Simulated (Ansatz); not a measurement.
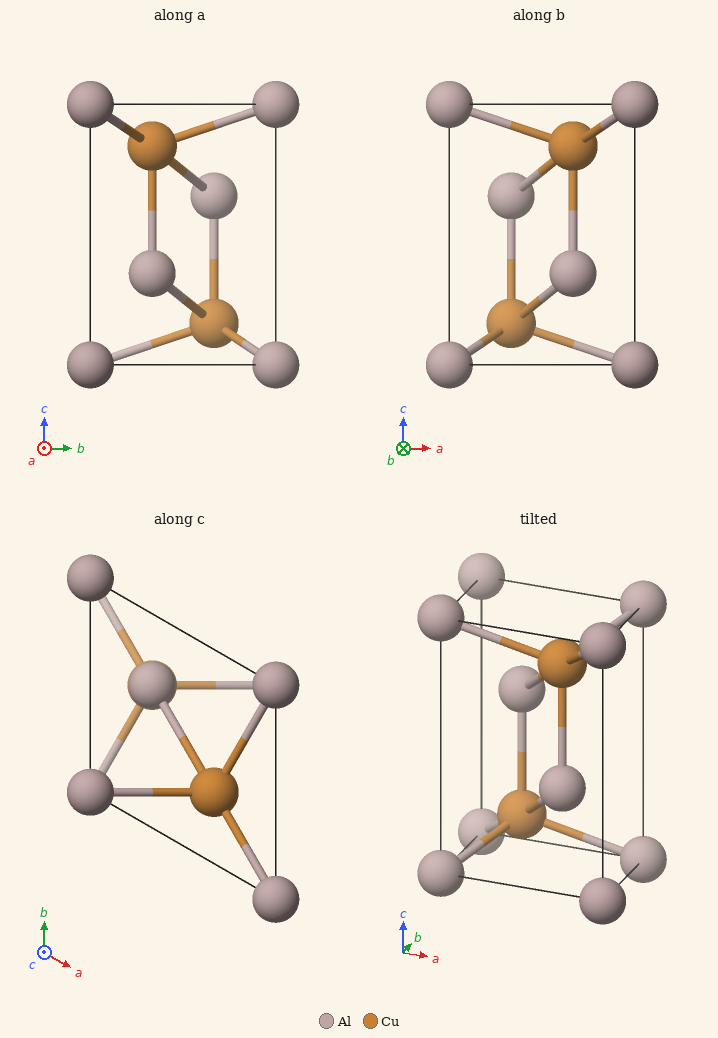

Ball-and-stick drawing of the structure, looking along the a axis, along the b axis, along the c axis and slightly off an axis. Lines trace the edges of the conventional unit cell.

Lattice parameters: a = 4.143 Å, b = 4.143 Å, c = 5.040 Å, α = 90.00°, β = 90.00°, γ = 120.00°. Put a along x and b in the xy plane.

Q: Convert the drawing into a POSCAR file, with free fractional coordinates to two decimals.

A:
```
Al Cu
1.0
     4.143    0.000    0.000
    -2.071    3.588    0.000
     0.000    0.000    5.040
Al Cu
3 2
Direct
  0.00 0.00 0.00
  0.3333 0.6667 0.65
  0.6667 0.3333 0.35
  0.3333 0.6667 0.16
  0.6667 0.3333 0.84
```

Starting structure: a structure type filled with these elements by a generator (whether the compound takes this form wasn't checked). Earlier steps of the study may have refined or changed the cell and positions. Ansatz was used for an electronic-structure calculation on it.

At this level of theory the cell isn't at rest (stretched, at -7 GPa), so its distances can differ from those at equilibrium, the more so the softer the solid.
